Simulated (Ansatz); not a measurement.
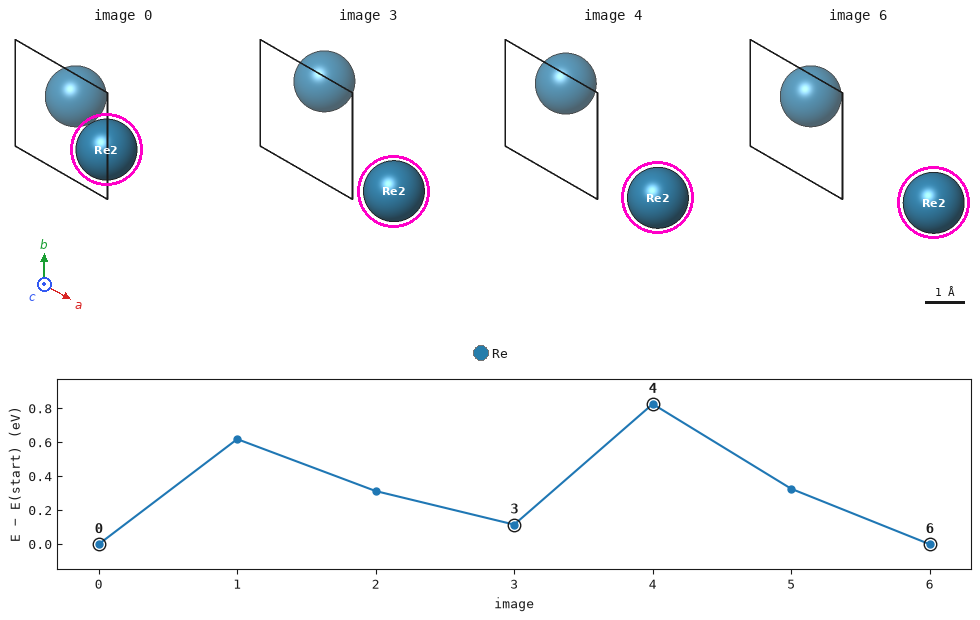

A search for the minimum-energy path of a 2-atom cell of Re (set up in P6_3/mmc) by the nudged elastic band. Images are numbered from 0 (start) to 6 (end). A spheres-only model of the simulation cell (origin moved), seen along the c axis. The moving atom is ringed, with any periodic copies.

Theory: Ansatz, DFT, LDA, PAW with Ansatz's default frozen-core files, scalar-relativistic. Set-up: plane-wave cutoff 420 eV; k-point mesh 9 × 9 × 5; Fermi-Dirac smearing 0.05 eV; 5 movable images; climbing image.

Read off the barrier and say what moves.

Answer. The barrier is about 0.83 eV in both directions, with image 4 at the top; the ends have the same energy. The profile has 2 maxima (images 1, 4) with a dip at image 3 (+0.12 eV), so the process runs in steps. The path has more than one stage, and so few images may leave a stage unresolved. A Re atom travels furthest, 2.76 Å from end to end, along +a, on a path that bends up to 0.38 Å away from the straight line. At the highest image its nearest neighbour (Re) is 2.52 Å away, against 2.74 Å at the start, and the surrounding atoms stand up to 0.33 Å off the mean of their end positions. The band converged in 10 iterations. The largest component of the band force went from 3.1 to 0.028 eV/Å. The climbing image converged on the top of the path. Its curvatures weren't checked.

Cost: 2.6 min on 4 threads of Arm Neoverse V2, with other jobs on the host, peak memory 1.2 GiB.
